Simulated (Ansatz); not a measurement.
Convergence test: the smearing width is varied and all else is held.
Rh (Fm-3m, 1 atom in the cell); DFT, LDA (PW92), plane waves (420 eV) with PAW, scalar-relativistic (Ansatz 0.2.0); 14×14×14 k-mesh, Methfessel–Paxton smearing.
ΔE is the free energy less its value at the smallest setting, 0.01 eV.
Dashed lines or grey bands mark the tolerance: 1 meV/atom and 0.1 GPa.
Values: 1 eV, 0.6 eV, 0.3 eV, 0.2 eV, 0.1 eV, 0.03 eV and 0.01 eV.

Question: How do the results converge (to 1 meV/atom and 0.1 GPa)?

Answer: The free energy is within 1 meV/atom of the smallest setting's value from 0.3 eV down. It is off by −7 meV/atom at 1 eV and +4.3 meV/atom at 0.6 eV. The pressure is within 0.1 GPa of the smallest setting's value from 0.2 eV down. It is 0.57 GPa at 1 eV, −0.27 GPa at 0.6 eV, −0.54 GPa at 0.3 eV and −0.42 GPa at 0.01 eV.

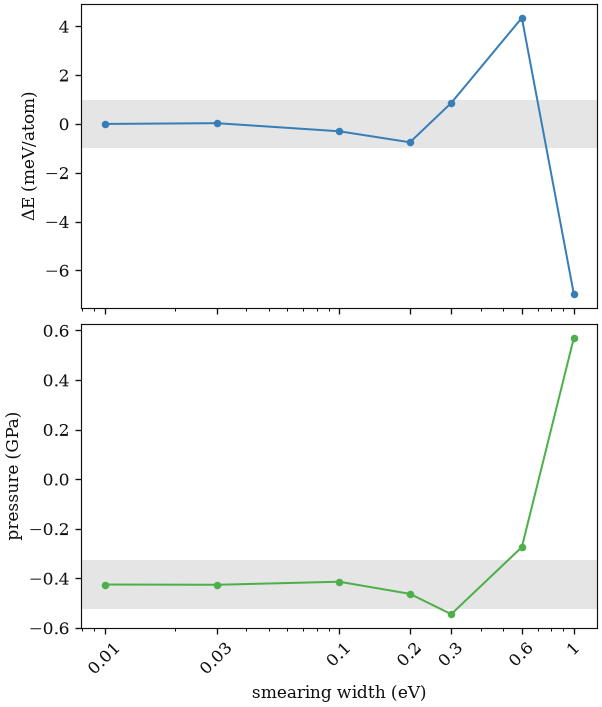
